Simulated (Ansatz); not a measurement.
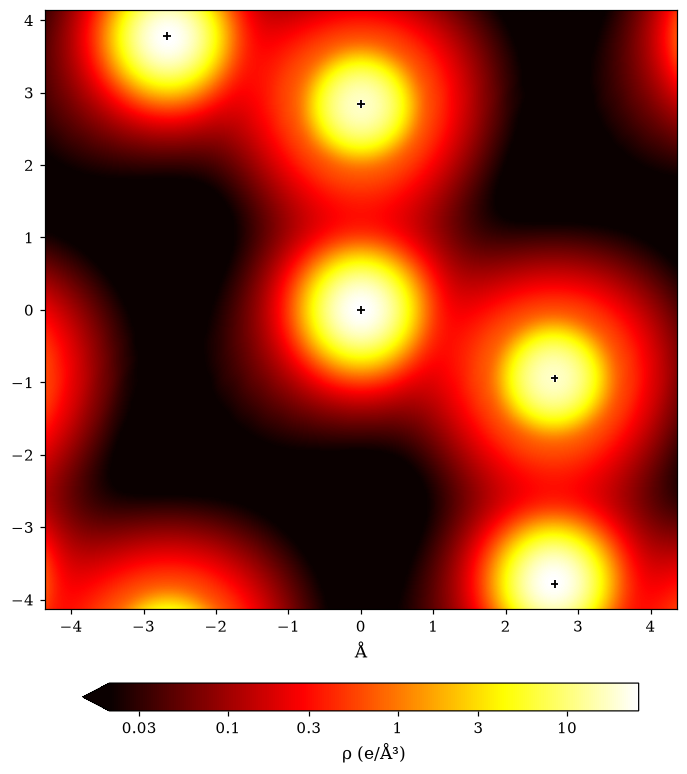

The valence charge density (pseudo) on a plane through atoms (crosses mark nuclei in the plane).

All numbers below come from DFT r2SCAN, scalar-relativistic, plane waves, PAW in Ansatz.

Candidates:
A. CdTe, a = 4.64 Å, b = 4.64 Å, c = 8.03 Å, α = 73.22°, β = 73.22°, γ = 60.00°. Space group F-43m.
B. Ti3O4, a = 5.85 Å, b = 8.12 Å, c = 3.00 Å, α = 90.00°, β = 90.00°, γ = 90.00°. Space group Cmmm; a structure from a database of computed crystals, not necessarily the ambient phase; computed without spin polarisation.

Q: Which system is this?

A: Candidate A: CdTe on the (11̄0) plane of the calculation cell, which holds Cd and Te. Cd–Te (2.84 Å): the density is about 0.34 e/Å³ at the midpoint.
